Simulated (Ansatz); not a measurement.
**Dielectric response of AlN (10-10) films**

Wanted: ε of wurtzite AlN (10-10) by finite fields on slabs, and the band edges against the vacuum where run.

Program: Ansatz 0.2.0. Level of theory: plane-wave DFT, PBE, Ansatz PAW, in the first sound run; inputs show where later runs differ. Results are calculated unless marked as measured.

## (1) The starting structure

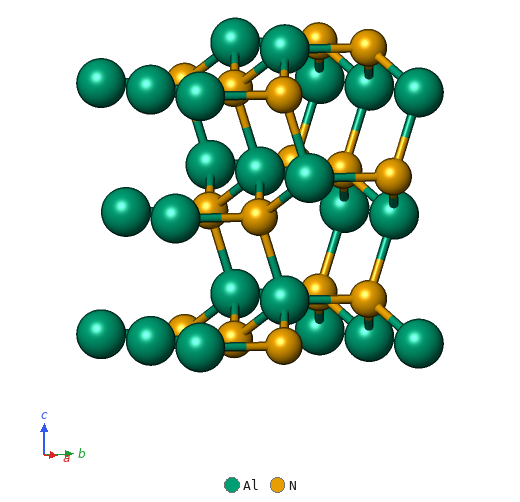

The cell as given, from the side, with the c axis up (aluminium teal, nitrogen orange). 2×1×1 cells are drawn. Some periodic images of atoms are drawn too.

The cell holds 12 atoms: 6 Al and 6 N. Its edges and angles: a = 3.110 Å, b = 4.980 Å, c = 24.284 Å, α = 90.0°, β = 90.0°, γ = 90.0°. It derives from AlN (wurtzite AlN). Vacuum lies along c.

Coordinates:

```xyz
12
Lattice="3.1100 0.0000 0.0000 0.0000 4.9800 0.0000 0.0000 0.0000 24.2845" Properties=species:S:1:pos:R:3
Al    0.0000    0.0000    9.0000
N     0.0000    1.9024    9.0000
Al    1.5550    2.4900    9.8978
N     1.5550    4.3924    9.8978
Al    1.5550    0.0000   11.6933
N     1.5550    1.9024   11.6933
Al    0.0000    2.4900   12.5911
N     0.0000    4.3924   12.5911
Al    0.0000    0.0000   14.3867
N     0.0000    1.9024   14.3867
Al    1.5550    2.4900   15.2845
N     1.5550    4.3924   15.2845
```

## (2) Relaxation, 12 atoms, units 3

The structure is relaxed first, because levels and dipoles at a surface follow the positions of the outer atoms.

input.yaml reads:

```yaml
crystal:
  lattice:
    - [3.11, 0.0, 0.0]
    - [0.0, 4.98, 0.0]
    - [0.0, 0.0, 24.2844576801]
  atoms:
    - { symbol: Al, position: [0.0, 0.0, 0.3706074115] }
    - { symbol: "N", position: [0.0, 0.382, 0.3706074115] }
    - { symbol: Al, position: [0.5, 0.5, 0.4075767225] }
    - { symbol: "N", position: [0.5, 0.882, 0.4075767225] }
    - { symbol: Al, position: [0.5, 0.0, 0.4815153445] }
    - { symbol: "N", position: [0.5, 0.382, 0.4815153445] }
    - { symbol: Al, position: [0.0, 0.5, 0.5184846555] }
    - { symbol: "N", position: [0.0, 0.882, 0.5184846555] }
    - { symbol: Al, position: [0.0, 0.0, 0.5924232775] }
    - { symbol: "N", position: [0.0, 0.382, 0.5924232775] }
    - { symbol: Al, position: [0.5, 0.5, 0.6293925885] }
    - { symbol: "N", position: [0.5, 0.882, 0.6293925885] }
kpoints:
  mp_grid: { grid: [8, 6, 1] }
hamiltonian:
  xc: pbe
scf:
  occupations: { method: fixed }
  convergence: { dr2_threshold: 1.0e-09 }
efield:
  axis: 3
  dipole_correction: true
  ramp_position: 0.97
  ramp_width: 0.06
relax:
  f_tol: 0.003
  max_steps: 100
output:
  write_potential: true
  write_density: true
  volumetric_format: npy
```

On the command line:

```sh
> ansatz run input.yaml --threads 4 --pin off --max-ram 12288MiB --backend cpu --events-out ev --progress --plain --runs-dir out
```

Numbers of over 12 decimals in the logs are rounded to 6 here.

Log:

```text
Engine: ansatz 0.2.0, aarch64-unknown-linux-gnu
Pseudopotentials: kind: paw
Pseudopotential: Al, paw, valence charge 3, recommended cutoff 420 eV (normal), Al.paw.azcp
Pseudopotential: N, paw, valence charge 5, recommended cutoff 420 eV (normal), N.paw.azcp
Functional definition: PBE
  parameter kappa = 0.804
  parameter beta = 0.066725
  exchange = pbe_x(kappa = kappa, mu = beta*pi^2/3)
  correlation = pbe_c(beta = beta)
Crystal: 12 atoms, lattice volume = 376.113 Å³
Basis set: ecut = 420 eV, 7379 PW (Γ), exchange–correlation on 48×72×360 points (8 copies of the dense FFT grid, shifted against one another)
Bands: 36, of which v1, the nominal top of the filled ones, is band 24 counted from 1 (23 counted from 0)
Symmetry: 2 space group operations
k-points: 20 of 48 (time reversal used)
Non-local potential: Al, projectors of the file, l = 0: 2, l = 1: 2, l = 2: 1
Non-local potential: N, projectors of the file, l = 0: 2, l = 1: 2, l = 2: 1
PAW form: soft (Blöchl's): semilocal exchange-correlation on the pseudo side does not see the compensation charge
PAW one-centre angular grid: Al, 110 points (default); XC on 64 Gauss nodes
PAW one-centre angular grid: N, 110 points (default); XC on 64 Gauss nodes
Initial density: superposition of atomic densities (neutral atoms: chi_scale 0, normalization atom), corrected by the library's trained network
Initial wavefunctions: pseudopotential atomic-orbital guess
Functional: x = pbe(κ = 0.804, μ = 0.219515), c = pbe(β = 0.066725)
SCF iter   1: F=—  HF=-5540.376564 eV  |F-HF|=—  |Δ(HF+E_count)|=         —  Δρ=1.62e-3  dr2=8.56e-3  ethr=1.77e-3  p=-0.000 e·Å  D=-1.84e-15 V/Å  ΔV_dip=0.00 eV  dr2_dipole=4.62e-10  V_vac-E_F(+/−)=4.87/4.87 eV  ⟨swp⟩=5.9  Hψ=3302  notcnv=0  defer=199
efield: sawtooth ramp at fractional position 0.9700 (set: `efield.ramp_position`, or a place that a band, a saddle search or an elastic batch's reference lends), width 0.0600; the density the first Hamiltonian is built on has a dipole p = -0.000 e·Å; the dipole correction subtracts the counter field D = -1.84e-15 V/Å, which shifts the + side's vacuum level by +0.00 eV against the − side's; the planar-averaged density in the ramp window peaks in size at 3.0e-6 e/Å³
preconditioner: auto → Resta (q_TF=auto, 1.936 Å⁻¹)  ε∞=2.4  [insulator: Δε(μ)=1.222 eV  Ē_g=11.192 eV  n_scr=36 (ndim 8)  ℏωp=13.3 eV  f_vac=0.584  ε∞_Penn≈2.4  vacuum switching on, ρ_ref=9.1e-3 e/Å³]
SCF iter   2: F=—  HF=-5540.378237 eV  |F-HF|=—  |Δ(HF+E_count)|=   1.67e-3  Δρ=9.06e-4  dr2=3.08e-3  ethr=1.78e-5  p=-0.000 e·Å  D=-3.97e-6 V/Å  ΔV_dip=0.00 eV  dr2_dipole=1.81e-9  V_vac-E_F(+/−)=4.96/4.96 eV  ⟨swp⟩=3.5  Hψ=1438  notcnv=0  defer=200
density mixer auto → msr1: gapped (density of states about μ 0.23 of a free-electron gas's, 36 screened modes)
SCF iter   3: F=—  HF=-5540.378614 eV  |F-HF|=—  |Δ(HF+E_count)|=   3.77e-4  Δρ=4.51e-4  dr2=5.93e-4  ethr=6.42e-6  p=0.000 e·Å  D=2.79e-6 V/Å  ΔV_dip=-0.00 eV  dr2_dipole=5.24e-13  V_vac-E_F(+/−)=4.93/4.93 eV  ⟨swp⟩=2.0  Hψ=1063  notcnv=0  defer=200
SCF iter   4: F=—  HF=-5540.379098 eV  |F-HF|=—  |Δ(HF+E_count)|=   4.84e-4  Δρ=1.88e-4  dr2=1.25e-4  ethr=1.24e-6  p=0.000 e·Å  D=3.60e-6 V/Å  ΔV_dip=-0.00 eV  dr2_dipole=5.86e-10  V_vac-E_F(+/−)=4.94/4.94 eV  ⟨swp⟩=2.5  Hψ=1061  notcnv=0  defer=200
SCF iter   5: F=—  HF=-5540.379191 eV  |F-HF|=—  |Δ(HF+E_count)|=   9.30e-5  Δρ=4.59e-5  dr2=7.92e-6  ethr=2.61e-7  p=-0.000 e·Å  D=-6.75e-7 V/Å  ΔV_dip=0.00 eV  dr2_dipole=7.10e-12  V_vac-E_F(+/−)=4.95/4.95 eV  ⟨swp⟩=2.1  Hψ=1034  notcnv=0  defer=200
SCF iter   6: F=—  HF=-5540.379200 eV  |F-HF|=—  |Δ(HF+E_count)|=   8.85e-6  Δρ=1.31e-5  dr2=5.94e-7  ethr=1.65e-8  p=-0.000 e·Å  D=-1.23e-7 V/Å  ΔV_dip=0.00 eV  dr2_dipole=6.60e-13  V_vac-E_F(+/−)=4.95/4.95 eV  ⟨swp⟩=2.0  Hψ=1091  notcnv=0  defer=199
SCF iter   7: F=—  HF=-5540.379318 eV  |F-HF|=—  |Δ(HF+E_count)|=   1.18e-4  Δρ=4.32e-6  dr2=7.03e-8  ethr=1.24e-9  p=-0.000 e·Å  D=-4.38e-8 V/Å  ΔV_dip=0.00 eV  dr2_dipole=7.58e-12  V_vac-E_F(+/−)=4.95/4.95 eV  ⟨swp⟩=2.0  Hψ=1123  notcnv=0  defer=195
SCF iter   8: F=—  HF=-5540.379318 eV  |F-HF|=—  |Δ(HF+E_count)|=   1.56e-7  Δρ=1.96e-6  dr2=1.56e-8  ethr=1.47e-10  p=0.000 e·Å  D=6.34e-7 V/Å  ΔV_dip=-0.00 eV  dr2_dipole=2.89e-11  V_vac-E_F(+/−)=4.95/4.95 eV  ⟨swp⟩=2.0  Hψ=1090  notcnv=0  defer=195
SCF iter   9: F=—  HF=-5540.379318 eV  |F-HF|=—  |Δ(HF+E_count)|=  7.13e-10  Δρ=7.40e-7  dr2=1.91e-9  ethr=3.26e-11  p=-0.000 e·Å  D=-9.63e-8 V/Å  ΔV_dip=0.00 eV  dr2_dipole=6.77e-12  V_vac-E_F(+/−)=4.95/4.95 eV  ⟨swp⟩=2.2  Hψ=1094  notcnv=0  defer=195
SCF iter  10: F=-5540.379318 eV  HF=-5540.379318 eV  |F-HF|=1.56e-10  |Δ(HF+E_count)|=   1.22e-9  Δρ=3.59e-7  dr2=5.37e-10  ethr=2.08e-12  p=0.000 e·Å  D=3.24e-7 V/Å  ΔV_dip=-0.00 eV  dr2_dipole=5.48e-12  V_vac-E_F(+/−)=4.95/4.95 eV  ⟨swp⟩=8.5  Hψ=4049  notcnv=0
SCF 1 converged in 10 iterations: F = -5540.379318 eV  dr2 = 5.37e-10
  greatest PAW one-centre occupation: 0.792 electrons in one spin orbital (limit 2), on the N atom at site 3 (counted from 0), in its partial waves of l = 0
relax step   1: F+E_penalty+E_count = -5540.37931847 eV  Δ(F+E_penalty+E_count) = +0.000e0 eV  max|allowed force component| = 1.836e0 eV/Å  Δτ_max = 0.0000 Å  (10 SCF iters, accepted)
Initial density: handed on by an earlier stage of this run
Initial wavefunctions: those handed on with the density
iter 1 solved again at ethr=3.89e-4 eV; its pass at ethr=3.10e-3 eV (dr2=1.87e-1 eV) is discarded
SCF iter   1: F=—  HF=-5541.057488 eV  |F-HF|=—  |Δ(HF+E_count)|=         —  Δρ=6.33e-3  dr2=1.87e-1  ethr=3.89e-4  p=0.000 e·Å  D=3.24e-7 V/Å  ΔV_dip=-0.00 eV  dr2_dipole=2.16e-11  V_vac-E_F(+/−)=5.36/5.36 eV  ⟨swp⟩=1.1  Hψ=3163  notcnv=0  defer=200
efield: sawtooth ramp at fractional position 0.9700 (set: `efield.ramp_position`, or a place that a band, a saddle search or an elastic batch's reference lends), width 0.0600; the density the first Hamiltonian is built on has a dipole p = 0.000 e·Å; the dipole correction subtracts the counter field D = 3.24e-7 V/Å, which shifts the + side's vacuum level by -0.00 eV against the − side's; the planar-averaged density in the ramp window peaks in size at 2.6e-7 e/Å³
preconditioner: auto → Resta (q_TF=auto, 1.936 Å⁻¹)  ε∞=2.3  [insulator: Δε(μ)=2.232 eV  Ē_g=11.438 eV  n_scr=36 (ndim 8)  ℏωp=13.3 eV  f_vac=0.599  ε∞_Penn≈2.3  vacuum switching on, ρ_ref=9.5e-3 e/Å³]
[...]
relax step   3: F+E_penalty+E_count = -5541.27489876 eV  Δ(F+E_penalty+E_count) = -2.524e-1 eV  max|allowed force component| = 9.702e-1 eV/Å  Δτ_max = 0.0997 Å  (10 SCF iters, accepted)
[...]
relax step   4: F+E_penalty+E_count = -5541.32869896 eV  Δ(F+E_penalty+E_count) = -5.380e-2 eV  max|allowed force component| = 1.214e-1 eV/Å  Δτ_max = 0.0290 Å  (10 SCF iters, accepted)
[...]
relax step   5: F+E_penalty+E_count = -5541.32970819 eV  Δ(F+E_penalty+E_count) = -1.009e-3 eV  max|allowed force component| = 1.278e-1 eV/Å  Δτ_max = 0.0165 Å  (9 SCF iters, accepted)
[...]
relax step   6: F+E_penalty+E_count = -5541.33195782 eV  Δ(F+E_penalty+E_count) = -2.250e-3 eV  max|allowed force component| = 7.607e-3 eV/Å  Δτ_max = 0.0119 Å  (8 SCF iters, accepted)
SCF iter   1: F=—  HF=-5541.331850 eV  |F-HF|=—  |Δ(HF+E_count)|=         —  Δρ=5.29e-5  dr2=1.26e-5  ethr=2.68e-7  p=0.000 e·Å  D=1.08e-7 V/Å  ΔV_dip=-0.00 eV  dr2_dipole=1.69e-15  V_vac-E_F(+/−)=5.68/5.68 eV  ⟨swp⟩=2.1  Hψ=1514  notcnv=0  defer=199
efield: sawtooth ramp at fractional position 0.9700 (set: `efield.ramp_position`, or a place that a band, a saddle search or an elastic batch's reference lends), width 0.0600; the density the first Hamiltonian is built on has a dipole p = 0.000 e·Å; the dipole correction subtracts the counter field D = 1.08e-7 V/Å, which shifts the + side's vacuum level by -0.00 eV against the − side's; the planar-averaged density in the ramp window peaks in size at 1.1e-7 e/Å³
preconditioner: auto → Resta (q_TF=auto, 1.936 Å⁻¹)  ε∞=2.3  [insulator: Δε(μ)=2.564 eV  Ē_g=11.647 eV  n_scr=36 (ndim 8)  ℏωp=13.3 eV  f_vac=0.601  ε∞_Penn≈2.3  vacuum switching on, ρ_ref=9.8e-3 e/Å³]
SCF iter   2: F=—  HF=-5541.331846 eV  |F-HF|=—  |Δ(HF+E_count)|=   4.02e-6  Δρ=2.34e-5  dr2=2.34e-6  ethr=2.63e-8  p=0.000 e·Å  D=1.16e-7 V/Å  ΔV_dip=-0.00 eV  dr2_dipole=1.06e-14  V_vac-E_F(+/−)=5.68/5.68 eV  ⟨swp⟩=2.9  Hψ=1321  notcnv=0  defer=134  κ⁻¹=1.0e0(r=1)
density mixer auto → broyden: gapped, where msr1 would fit the directions that read negative (density of states about μ 0.03 of a free-electron gas's, 36 screened modes)
SCF iter   3: F=—  HF=-5541.331967 eV  |F-HF|=—  |Δ(HF+E_count)|=   1.21e-4  Δρ=1.32e-5  dr2=5.72e-7  ethr=4.88e-9  p=0.000 e·Å  D=9.25e-8 V/Å  ΔV_dip=-0.00 eV  dr2_dipole=2.73e-15  V_vac-E_F(+/−)=5.68/5.68 eV  ⟨swp⟩=2.6  Hψ=1040  notcnv=0  defer=124  κ⁻¹=2.4e-1(r=2)
SCF iter   4: F=—  HF=-5541.331967 eV  |F-HF|=—  |Δ(HF+E_count)|=   8.24e-8  Δρ=4.28e-6  dr2=3.88e-8  ethr=1.19e-9  p=0.000 e·Å  D=9.72e-8 V/Å  ΔV_dip=-0.00 eV  dr2_dipole=3.35e-14  V_vac-E_F(+/−)=5.68/5.68 eV  ⟨swp⟩=2.5  Hψ=1073  notcnv=0  defer=124  κ⁻¹=1.1e-2(r=3)
SCF iter   5: F=—  HF=-5541.331967 eV  |F-HF|=—  |Δ(HF+E_count)|=   3.69e-9  Δρ=1.26e-6  dr2=3.95e-9  ethr=8.09e-11  p=0.000 e·Å  D=4.44e-8 V/Å  ΔV_dip=-0.00 eV  dr2_dipole=1.92e-14  V_vac-E_F(+/−)=5.68/5.68 eV  ⟨swp⟩=2.8  Hψ=1152  notcnv=0  defer=124  κ⁻¹=1.5e-3(r=4)
SCF iter   6: F=-5541.331967 eV  HF=-5541.331967 eV  |F-HF|=1.61e-10  |Δ(HF+E_count)|=   1.16e-9  Δρ=3.11e-7  dr2=2.17e-10  ethr=2.08e-12  p=0.000 e·Å  D=7.41e-8 V/Å  ΔV_dip=-0.00 eV  dr2_dipole=7.57e-13  V_vac-E_F(+/−)=5.68/5.68 eV  ⟨swp⟩=8.0  Hψ=3932  notcnv=0
SCF 7 converged in 6 iterations: F = -5541.331967 eV  dr2 = 2.17e-10
relax step   7: F+E_penalty+E_count = -5541.33196724 eV  Δ(F+E_penalty+E_count) = -9.420e-6 eV  max|allowed force component| = 1.124e-3 eV/Å  Δτ_max = 0.0009 Å  (6 SCF iters, accepted)
NSCF: frozen V_eff on 20 k-points
the band table was solved once a step of the walk had ended and its energy, with any forces and stress, was formed, with the checks that follow a solve (5758 applications of the Hamiltonian). They found nothing against the state; the energy, forces and stress were not computed again (output.eigenvalues in the input reference)
WARN: The output density's exchange-correlation potential varies sharply where the density is thin. Do not read a vacuum level from v_tot or v_xc, or from such a field of the output density. On a cell that repeats whose density bears no net charge and no dipole along the vacuum's axis use v_es (v_loc + v_h of the components); under efield.dipole_correction with no amplitude use v_es + v_field, which holds any externa [...]
SCF converged after 6 iterations
Stability not checked: this state was not tested for a lower state beside it, because the mixer in use, unlike msr1, does not test its closes by its own steps (another_mixer; see scf.mixing.algorithm and scf.lower_state_search)
Free energy (F): -5541.331967 eV
Harris-Foulkes:  -5541.331967 eV  (|F-HF|=1.61e-10)
Internal energy: -5541.331967 eV  (E = F + TS)
E sigma→0 (E₀):  -5541.331967 eV
Fermi energy:    -1.307370 eV
Dipole field:    D = -0.000001 V/Å  (p = -0.000002 e·Å, saw-weighted, corrected)
Work function:   Φ+ = 5.6773 eV   Φ− = 5.6773 eV
Levels:          The Fermi level and band energies are counted from a zero that moves with the ramp; work functions are not
--- Per-component energies (eV) ---
  E_band       = -315.892930
  E_kinetic    = 949.980229
  E_local      = -26285.029372  (includes V_loc(G=0)·N_el)
  E_nonlocal   = 334.566117
  E_hartree    = 12733.742017
  E_xc         = -607.991360
  E_vxc        = -643.461796  (∫ρ·V_xc dr)
  E_paw        = -3570.859805  (= ΣΔE_a)
  E_vpaw       = -139.432744  (= ΣTr[D̂ρ^β])
  E_aug_tail   = 0.000573  (compensation charges beyond the density's cutoff)
  E_efield     = 0.000000  (sawtooth field / dipole correction)
  E_vefield    = 0.000000  (∫n·V_field dr)
  E_ewald      = 10904.259633
  E_smearing   = -0.000000  (= −TS)
  E_closure    = -0.000000  (closes the sum)
  Σ components = -5541.331967   (vs F -5541.331967, Δ=0.00e0)
--- Forces (eV/Å), atoms counted from 1 ---
  atom   1  Al     0.00000000    -0.00027447    -0.00005363
  atom   2  N      0.00000000    -0.00037736     0.00012108
  atom   3  Al     0.00000000     0.00043141     0.00004410
  atom   4  N      0.00000000     0.00013988    -0.00073193
  atom   5  Al     0.00000000    -0.00024277    -0.00112408
  atom   6  N      0.00000000     0.00034151     0.00054671
  atom   7  Al     0.00000000    -0.00024300     0.00112429
  atom   8  N      0.00000000     0.00034148    -0.00054716
  atom   9  Al     0.00000000     0.00043094    -0.00004326
  atom  10  N      0.00000000     0.00013981     0.00073171
  atom  11  Al     0.00000000    -0.00027338     0.00005370
  atom  12  N      0.00000000    -0.00037756    -0.00012171
  max |Σ_I F_I| component: 3.65e-5 eV/Å
--- Band table (eV; the first three rows and the last of 20) ---
  k-point 0: bands = [... 20 lower, -1.6985, -1.6351, -1.5754, -1.3711, 1.2563, 1.8919, 3.9072, 4.2080, ... 8 higher]
  k-point 1: bands = [... 20 lower, -1.7411, -1.6693, -1.6200, -1.4051, 1.5801, 2.0019, 3.7978, 4.2688, ... 8 higher]
  k-point 2: bands = [... 20 lower, -1.8162, -1.7260, -1.6714, -1.4534, 1.9922, 2.1491, 3.6830, 4.1928, ... 8 higher]
  k-point 19: bands = [... 20 lower, -2.4101, -2.4101, -1.3396, -1.3396, 2.7468, 2.7468, 4.1075, 4.1075, ... 8 higher]
--- Relaxed structure (7 steps of the walk, 7 accepted, 0 SCFs on fresh bases) ---
  F+E_penalty+E_count = -5541.33196724 eV   max|allowed force component| = 1.124e-3 eV/Å
  atoms:
    - { symbol: Al, position: [0.0, 0.024221, 0.380200] }
    - { symbol: N, position: [0.0, 0.376828, 0.370454] }
    - { symbol: Al, position: [0.5, 0.492749, 0.402688] }
    - { symbol: N, position: [0.5, 0.874429, 0.406685] }
    - { symbol: Al, position: [0.5, -0.00172396, 0.483681] }
    - { symbol: N, position: [0.5, 0.379497, 0.481018] }
    - { symbol: Al, position: [0.0, 0.498276, 0.516319] }
    - { symbol: N, position: [0.0, 0.879497, 0.518982] }
    - { symbol: Al, position: [0.0, -0.00725055, 0.597312] }
    - { symbol: N, position: [0.0, 0.374429, 0.593315] }
    - { symbol: Al, position: [0.5, 0.524221, 0.619800] }
    - { symbol: N, position: [0.5, 0.876828, 0.629546] }
```

Wall time 47 s (4 threads of Arm Neoverse V1, shared host); peak memory 0.75 GiB; 2.9 min of CPU time.

Relaxation path:

| step | energy less that of the first step (eV) | largest force component (eV/Å) |
| --- | --- | --- |
| 1 | 0.0000 | 1.8358 |
| 2 | -0.6431 | 1.1483 |
| 3 | -0.8956 | 0.9702 |
| 4 | -0.9494 | 0.1214 |
| 5 | -0.9504 | 0.1278 |
| 6 | -0.9526 | 0.0076 |
| 7 | -0.9526 | 0.0011 |

Forces are held to the 2 operations that the run works with; a distortion that breaks them can't arise in this run.

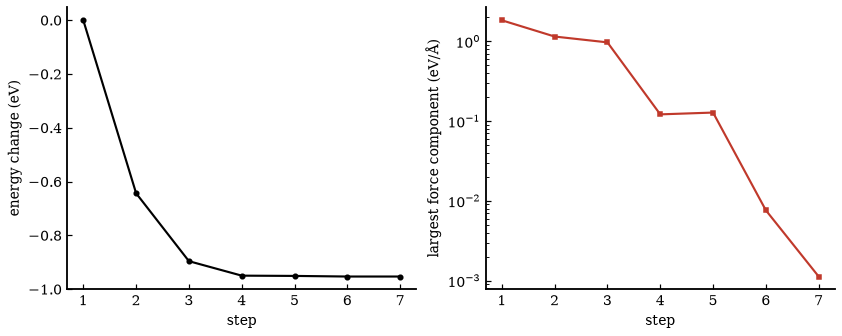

Energy and largest force along the relaxation.

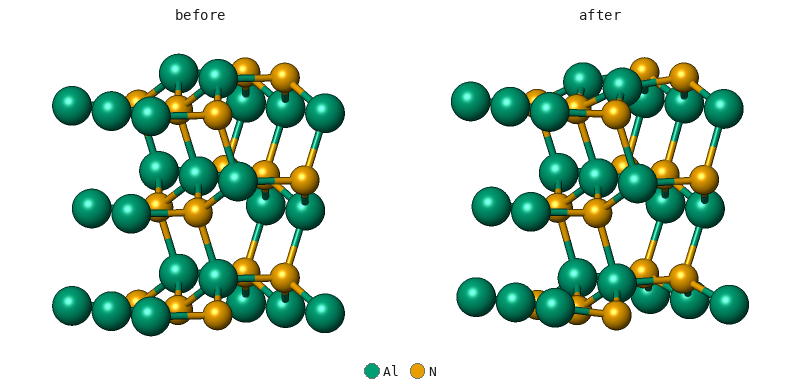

The structure before and after the relaxation, drawn at the same scale.

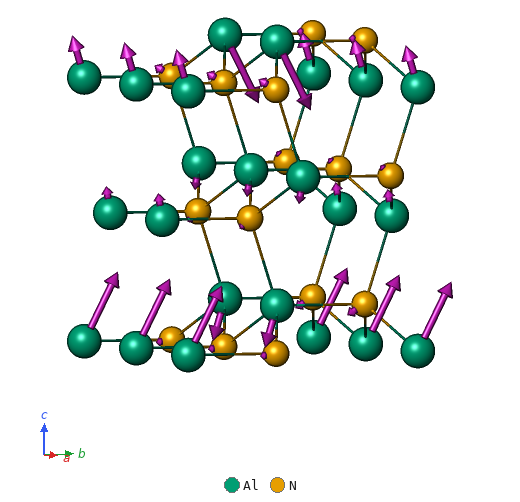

Displacements in the relaxation, exaggerated; the longest in the cell stands for 0.26 Å. 2×1×1 cells are drawn. Some periodic images of atoms are drawn too.

The atoms that moved most (Å):

| atom | dx | dy | dz | length |
| --- | --- | --- | --- | --- |
| Al11 | 0.000 | 0.121 | -0.233 | 0.262 |
| Al1 | 0.000 | 0.121 | 0.233 | 0.262 |
| Al3 | 0.000 | -0.036 | -0.119 | 0.124 |
| Al9 | 0.000 | -0.036 | 0.119 | 0.124 |
| Al7 | 0.000 | -0.009 | -0.053 | 0.053 |
| Al5 | 0.000 | -0.009 | 0.053 | 0.053 |
| N10 | 0.000 | -0.038 | 0.022 | 0.043 |
| N4 | 0.000 | -0.038 | -0.022 | 0.043 |

Final coordinates:

```xyz
12
Lattice="3.1100 0.0000 0.0000 0.0000 4.9800 0.0000 0.0000 0.0000 24.2845" Properties=species:S:1:pos:R:3
Al    0.0000    0.1206    9.2329
N     0.0000    1.8766    8.9963
Al    1.5550    2.4539    9.7791
N     1.5550    4.3547    9.8761
Al    1.5550   -0.0086   11.7459
N     1.5550    1.8899   11.6813
Al    0.0000    2.4814   12.5385
N     0.0000    4.3799   12.6032
Al    0.0000   -0.0361   14.5054
N     0.0000    1.8647   14.4083
Al    1.5550    2.6106   15.0515
N     1.5550    4.3666   15.2882
```

Numbers from this step:

| Quantity | Value |
| --- | --- |
| gap on the k-mesh | 2.564 eV |
| dipole along the normal | -1.62e-6 e·Å |
| ionisation energy, upper face | 5.677 eV |
| electron affinity, upper face | 3.114 eV |

Running mean over 2.693 Å of the planar mean; the ramp of the sawtooth is left out. The electron's electrostatic potential energy less the highest filled level by z:

| z (Å) | electron's electrostatic potential energy less the highest filled level (eV) |
| --- | --- |
| 3 | 5.68 |
| 4 | 5.68 |
| 5 | 5.68 |
| 6 | 5.65 |
| 7 | 5.20 |
| 8 | 1.48 |
| 9 | -3.07 |
| 10 | -4.26 |
| 11 | -4.22 |
| 12 | -4.08 |
| 13 | -4.12 |
| 14 | -4.31 |
| 15 | -3.66 |
| 16 | 0.0470 |
| 17 | 4.59 |
| 18 | 5.61 |
| 19 | 5.67 |
| 20 | 5.68 |
| 21 | 5.68 |

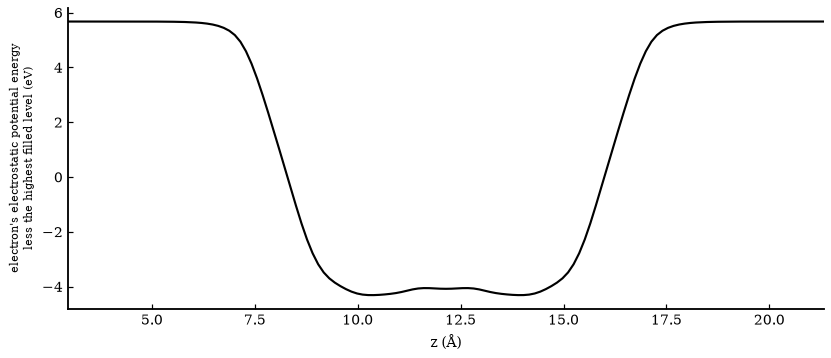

Electron's electrostatic potential energy less the highest filled level, plotted against z.

The relaxation took 7 steps and lowered the energy by 0.95 eV; the largest force on the free atoms ends at 0.0011 eV/Å.

The gap is 2.56 eV, with the valence edge 5.68 eV and the conduction edge 3.11 eV under the upper vacuum level.

[end of part 1 of 5]

[Logs are printed without paths, hosts, clocks, repeated set-up lines and the standing remarks that a program may print on its own settings, such as how far it seeks lower states.]

[Hosts, paths, dates, database ids (printed as entryN), source tags and the programs' standing remarks are cut or masked in the printed files.]

[Maps of the electrostatic potential energy from Ansatz leave out the sawtooth potential of an applied field or a dipole correction, so their vacuum need not be flat; planar profiles and work functions include it.]
